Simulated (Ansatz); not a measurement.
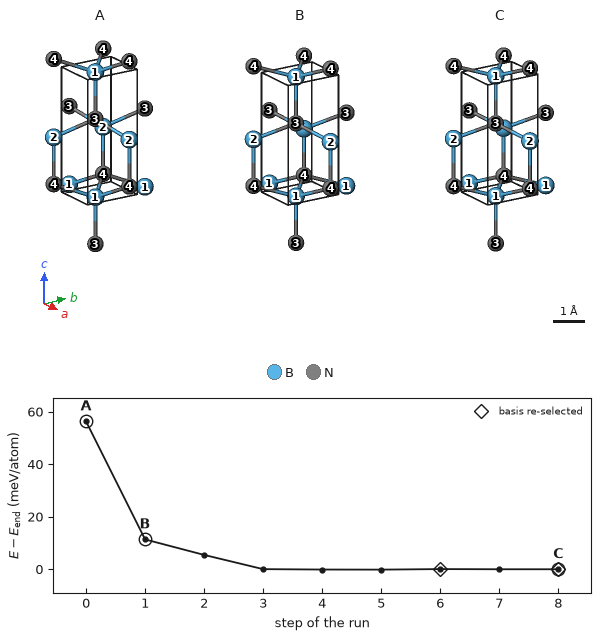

Frames of a relaxation of a crystal of BN (set up in P6_3mc) (coarse preliminary run), marked on the history of the run. A ball-and-stick model of the cell of the calculation, seen slightly off an axis.

Case: input drawn at random.

Computed with Ansatz 0.2.0, DFT LDA, scalar-relativistic, plane waves, PAW. (plane-wave cutoff 420 eV; k-point mesh 3 × 3 × 1; occupations gaussian; smearing width 0.0025 eV; no spin polarisation; cell and atoms relaxed; force threshold 0.01 eV/Å; at most 10 steps)

Question: Describe the path.

Answer: The energy falls by 56.3 meV per atom in 6 accepted moves (8 points after the start). With the target pressure of -3 GPa, the enthalpy E + pV changes by −53.9 meV per atom. The largest force component goes from 1.4 to under 0.0001 eV/Å. Pressure: −9.25 GPa at the start and −3.00 GPa at the end. The SCF was repeated twice at an unchanged geometry on a basis and grid sized afresh for the cell, which shifted the energy by 0.2 meV per atom at most. The largest moves relative to the cell, 0.043 Å, are those of B1, B2, N3 and N4. N4 goes along −c. Largest moves by element: N 0.043 Å, B 0.043 Å. The drawn cell changes as follows: a = b 2.554 → 2.579 Å (+1.0 %), c 4.227 → 4.055 Å (−4.1 %); the volume changes by −2.2 %. Among the contacts that change: B1–N3 1.583 → 1.604 Å, B1–N4 1.567 → 1.548 Å. Among the angles between lasting bonds that change: N3–B1–N4 109.8° → 105.9°, B1–N3–B2 109.8° → 105.9°, N4–B1–N4 109.1° → 112.8°. The space group stays P6_3mc (No. 186). From step 0 to 1: B and N atoms move most (0.03 Å), volume −0.9 %, energy −45.0 meV per atom. From step 1 to 8: volume −1.3 %, energy −11.4 meV per atom.

```
step  E − E(0), meV/atom  largest force component, eV/Å  pressure, GPa  volume, Å³/atom                      note
   0                0.00                         1.3644          -9.25            5.969                          
   1              -44.95                         0.7453          -7.08            5.913                          
   2              -50.86                         0.5652          -5.57            5.887                          
   3              -56.28                         0.1524          -2.36            5.834                          
   4              -56.43                         0.0097          -3.09            5.842                          
   5              -56.46                         0.0003          -3.00            5.841                          
   6              -56.26                         0.0037          -3.15            5.841  same geometry, new basis
   7              -56.32                         0.0001          -3.00            5.838                          
   8              -56.32                         0.0000          -3.00            5.838  same geometry, new basis
```
